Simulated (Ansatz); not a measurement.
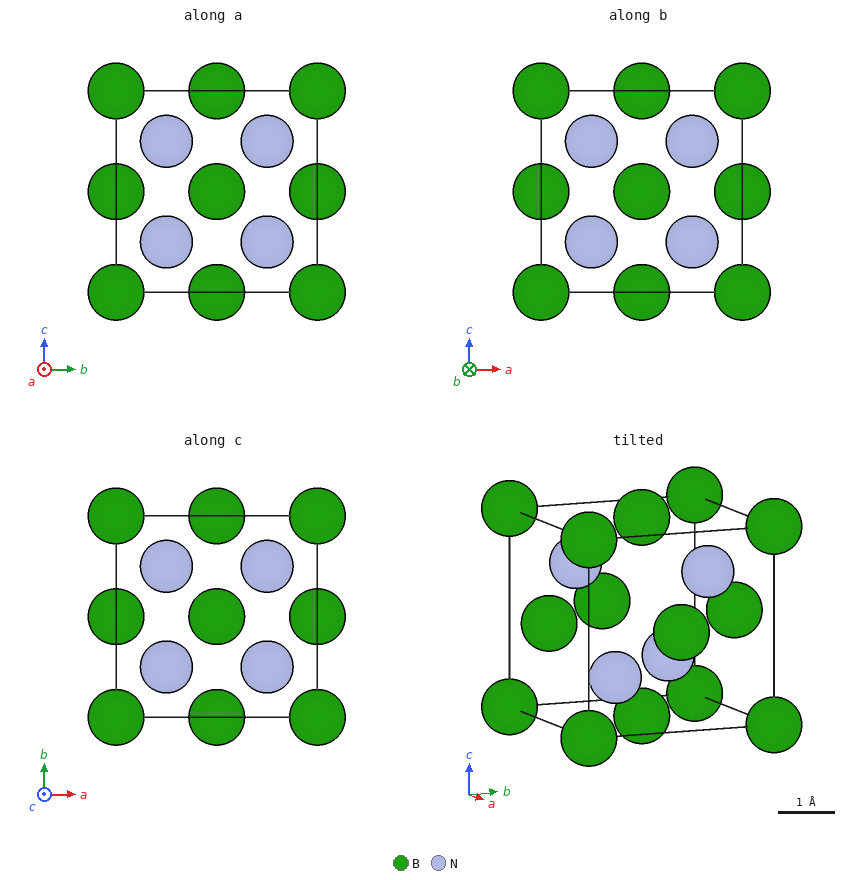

Spheres-only drawing of the structure, looking along the a axis, along the b axis, along the c axis and slightly off an axis. The lines enclose the conventional unit cell; boundary atoms appear with their images.

Lattice parameters: a = 3.6097 Å, b = 3.6097 Å, c = 3.6097 Å, α = 90.000°, β = 90.000°, γ = 90.000°.

Q: Reconstruct the structure as a CIF with its space group and independent sites.

A:
```cif
data_structure
_symmetry_space_group_name_H-M 'F -4 3 m'
_symmetry_Int_Tables_number 216
_cell_length_a 3.6097
_cell_length_b 3.6097
_cell_length_c 3.6097
_cell_angle_alpha 90.000
_cell_angle_beta 90.000
_cell_angle_gamma 90.000
_cell_volume 47.03
loop_
_atom_site_label
_atom_site_type_symbol
_atom_site_symmetry_multiplicity
_atom_site_Wyckoff_symbol
_atom_site_fract_x
_atom_site_fract_y
_atom_site_fract_z
_atom_site_occupancy
B1 B 4 a 0.0000 0.0000 0.0000 1
N1 N 4 d 0.2500 0.2500 0.7500 1
```

Origin of the cell: a structure type filled with these elements by a generator (whether the compound takes this form wasn't checked). Earlier steps of the study may have refined or changed the cell and positions. It went into a calculation with Ansatz.

At this level of theory the cell isn't at rest (compressed, at 5 GPa), so its distances can differ from those at equilibrium, the more so the softer the solid.
